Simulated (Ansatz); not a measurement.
System: Mo (slab).

```
Mo
1.0
     4.40008    0.00000    0.00000
    -2.20004    3.81058    0.00000
     0.00000    0.00000   27.57427
Mo
15
Direct
  0.66667 0.33333 0.28194
  0.33333 0.66667 0.30736
  0.00000 0.00000 0.33304
  0.66667 0.33333 0.37003
  0.33333 0.66667 0.40199
  0.00000 0.00000 0.43531
  0.66667 0.33333 0.46736
  0.33333 0.66667 0.50000
  0.00000 0.00000 0.53264
  0.66667 0.33333 0.56469
  0.33333 0.66667 0.59801
  0.00000 0.00000 0.62997
  0.66667 0.33333 0.66696
  0.33333 0.66667 0.69264
  0.00000 0.00000 0.71806
```

Computed without spin polarisation.

All numbers below come from DFT LDA, scalar-relativistic, plane waves, PAW (Ansatz 0.2.0).

**What will maps of the valence pseudo-density and electron localisation function show?**

Mo–Mo (2.43 Å): ρ at the midpoint is about 0.69 e/Å³; the ELF is about 0.35 at the midpoint.
Mo–Mo (2.61 Å): ρ at the midpoint is about 0.48 e/Å³; the ELF is about 0.35 at the midpoint.
Mo–Mo (2.68 Å): the density is about 0.41 e/Å³ at the midpoint; the ELF is about 0.30 at the midpoint.
Mo–Mo (2.74 Å): the density is about 0.37 e/Å³ at the midpoint; the ELF is about 0.30 at the midpoint; no shared electron pair shows on this line.

**Does the calculation give a band gap?**

It is gapless in this calculation (a metal or semimetal).

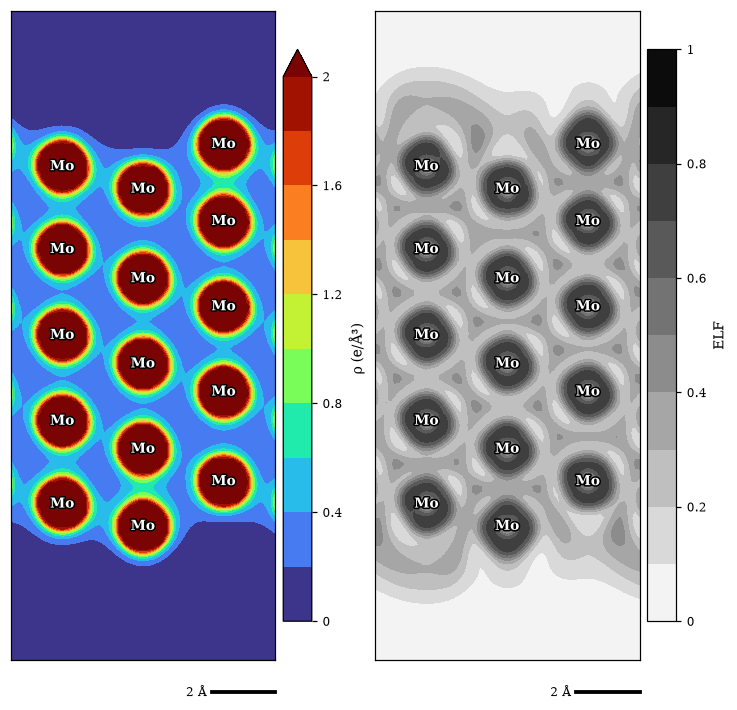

Computed valence pseudo-density and electron localisation function on the (110) plane of the calculation cell, a cut from vacuum to vacuum, in this order. 

The density is the valence pseudo-density of a PAW calculation; it isn't the true density close to the nuclei.
